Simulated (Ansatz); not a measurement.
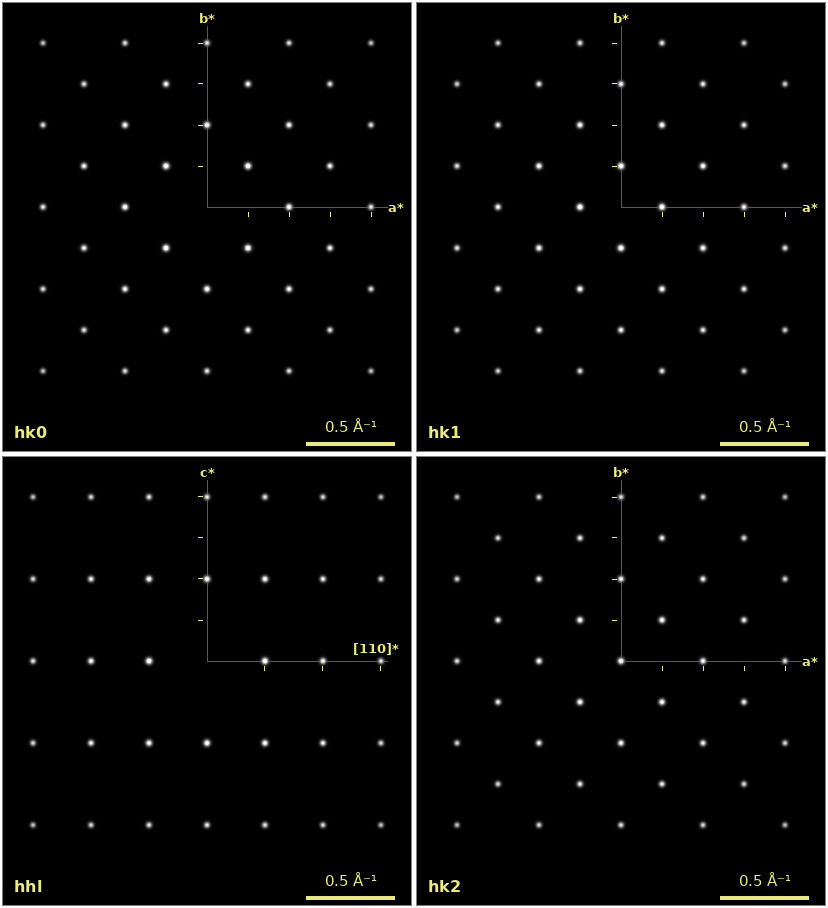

Four undistorted layers of reciprocal space, calculated for a single crystal (X-rays, kinematic |F|², B = 0.5 Å²). Tick marks count the reciprocal lattice steps of the conventional cell along each axis.

**What cell do the layers give?**

a* = 0.236, b* = 0.236, c* = 0.236 Å⁻¹; the cell is cubic with a = 4.24 Å.

**Which reflection conditions do the layers show?**

Reflections are present only under these conditions. hkl: h + k + l = 2n; hk0: h + k = 2n; hhl: l = 2n; h00: h = 2n. The lattice is body-centred (I).

**Which space groups fit?**

The intensities have Laue symmetry m-3m (the hk0 layer shows 4mm, hk1 shows 4mm). With these conditions the candidates are I432 (No. 211), I-43m (No. 217), Im-3m (No. 229). Diffraction geometry alone does not choose among them; the structure has Im-3m. The compound is Pm. Structure: the input geometry of an electronic-structure calculation (not necessarily at equilibrium); the starting structure was generated, so it need not be a known form of this composition.
